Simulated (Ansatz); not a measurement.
Input structure:

```yaml
crystal:
  lattice:
    - [3.47958, 0.00000, 0.00000]
    - [0.00000, 3.47958, 0.00000]
    - [0.00000, 0.00000, 3.47958]
  atoms:
    - { symbol: B, position: [0.75000, 0.75000, 0.75000] }
    - { symbol: N, position: [0.00000, 0.00000, 0.00000] }
    - { symbol: B, position: [0.75000, 0.25000, 0.25000] }
    - { symbol: N, position: [0.00000, 0.50000, 0.50000] }
    - { symbol: B, position: [0.25000, 0.75000, 0.25000] }
    - { symbol: N, position: [0.50000, 0.00000, 0.50000] }
    - { symbol: B, position: [0.25000, 0.25000, 0.75000] }
    - { symbol: N, position: [0.50000, 0.50000, 0.00000] }
```

Question: What crystal do these data define?

Answer: It has the composition BN. The symmetry is that of F-43m (No. 216), on a face-centred cubic lattice. In terms of structure types, this is zinc blende (sphalerite type). One cell contains 4 B, 4 N, 8 atoms in all. The polyhedra are BN4 tetrahedra; they share corners. The coordination shell of B holds four N in a tetrahedral arrangement at 1.51 Å. The coordination shell of N holds four B in a tetrahedral arrangement at 1.51 Å. The bonds build a three-dimensional framework.

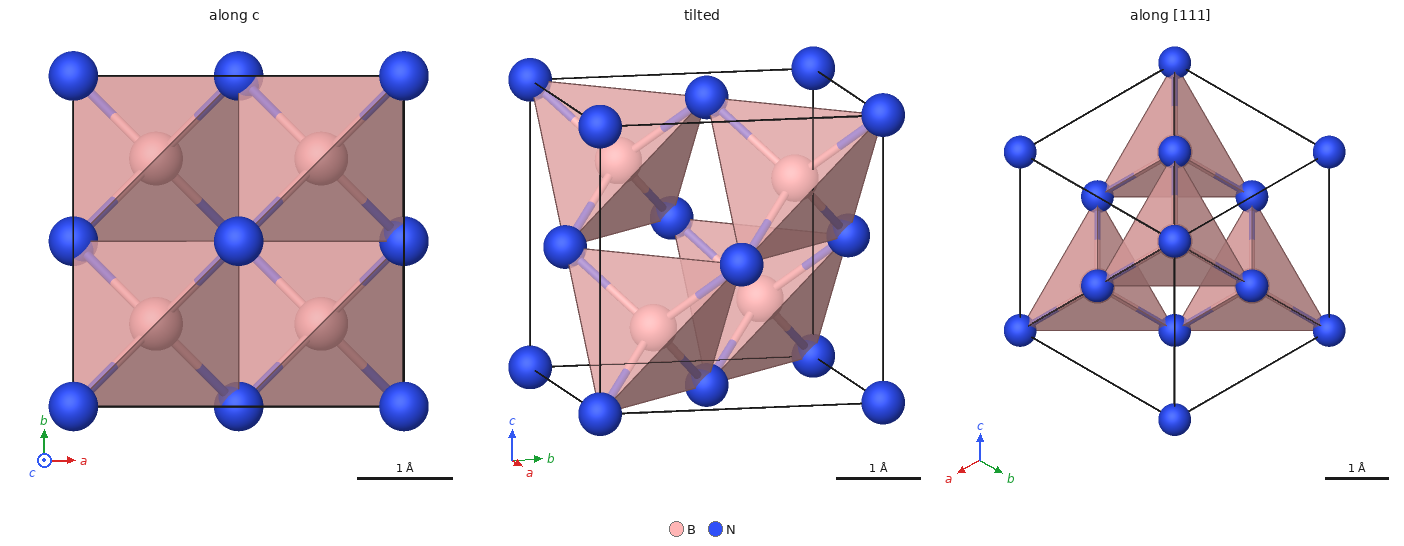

Structure drawing (polyhedral), viewed along the c axis, slightly off an axis and along [111]. The wireframe shows the conventional unit cell. Colours: boron pink, nitrogen blue.

The cell started as a structure listed in the Materials Project. Earlier steps of the study may have refined or changed the cell and positions. It was the input of a calculation with Ansatz.

At this level of theory the cell isn't at rest (compressed, at 50 GPa), so its distances can differ from those at equilibrium, the more so the softer the solid.
